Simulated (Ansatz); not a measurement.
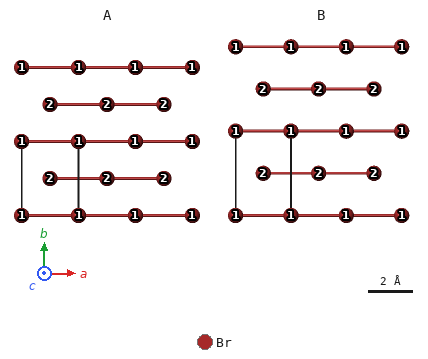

Two geometries of a crystal of Br (set up in Immm), drawn at one scale. One is the start of a relaxation, the other its converged end. The picture is a ball-and-stick view of the cell of the calculation, repeated 3 × 2 × 1 with one cell outlined, seen along the c axis.

All numbers below come from Ansatz 0.2.0, DFT PBE, scalar-relativistic, plane waves, PAW. (plane-wave cutoff 420 eV; k-point mesh 16 × 12 × 6; occupations gaussian; smearing width 0.1 eV; no spin polarisation; cell relaxed at fixed c, angles; force threshold 0.008 eV/Å; at most 40 steps)

**Which one is relaxed?**

Structure B is the relaxed one. Case: uniaxial strain along c of -1.0 %; a, b and atoms relaxed. After 7 accepted moves (10 points after the start) the energy has fallen by 12.0 meV per atom. All forces vanish by symmetry, so only the cell relaxes. Pressure: −0.28 GPa at the start and −0.01 GPa at the end. The line search rejected the trial step at point 5 of the run. At 2 points the geometry stayed and the basis and grid were re-selected for the new cell (energy shift of 0.5 meV per atom at most each time). The atoms keep their places relative to the cell (all moves are under 0.005 Å). The volume changes by +10.8 %, with a 2.624 → 2.551 Å (−2.8 %), b 3.411 → 3.888 Å (+14.0 %), c unchanged at 8.788 Å. Near-neighbour distances that change, for instance: Br1–Br1 2.624 → 2.551 Å. The space group stays Immm (No. 71).
